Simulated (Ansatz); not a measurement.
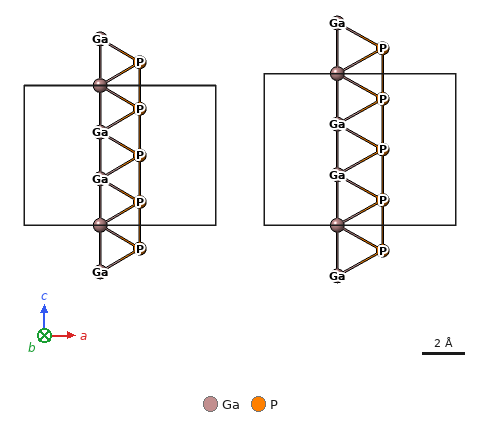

Two geometries of a wire of composition GaP, drawn at one scale. One is the start of a relaxation, the other its converged end. The picture is a ball-and-stick view of the 3 repeat of the cell, with the vacuum cut short, seen along the b axis.

Method: DFT PBEsol, scalar-relativistic, plane waves, PAW (Ansatz 0.2.0). (plane-wave cutoff 420 eV; k-point mesh 1 × 1 × 28; occupations gaussian; smearing width 0.05 eV; collinear spin; cell relaxed at fixed a, b, alpha, beta, gamma; force threshold 0.01 eV/Å; at most 45 steps)

> Which of the two is the end point?

The right one is the relaxed one. Case: strip chain of atoms. The largest moves relative to the layer's centre, 0.14 Å, are those of Ga and P atoms. By element the largest moves are Ga 0.14 Å, P 0.14 Å. Along the periodic axis the drawn cell goes c 6.740 → 7.316 Å (+8.5 %). Near-neighbour distances that change, for instance: Ga–P 2.214 → 2.501 Å, Ga–Ga 2.247 → 2.439 Å, P–P 2.247 → 2.439 Å. Bond angles that change, for instance: P–Ga–P 61.0° → 58.4°, Ga–P–Ga 61.0° → 58.4°. After 5 accepted moves (6 points after the start) the energy has fallen by 0.660 eV per cell of the calculation. The largest force component goes from 3.4 to 0.002 eV/Å. At 1 point the geometry stayed and the basis and grid were re-selected for the new cell (energy shift of 1.6 meV per cell of the calculation at most each time). The program noted that the starting moments weren't kept. Cost: 23 s on 2 threads of AMD EPYC 9R45 96-Core Processor (Zen 5), with other jobs on the host, peak memory 0.55 GiB.

Limits of the set-up: the k-point mesh is coarse for a cell with partly filled bands.
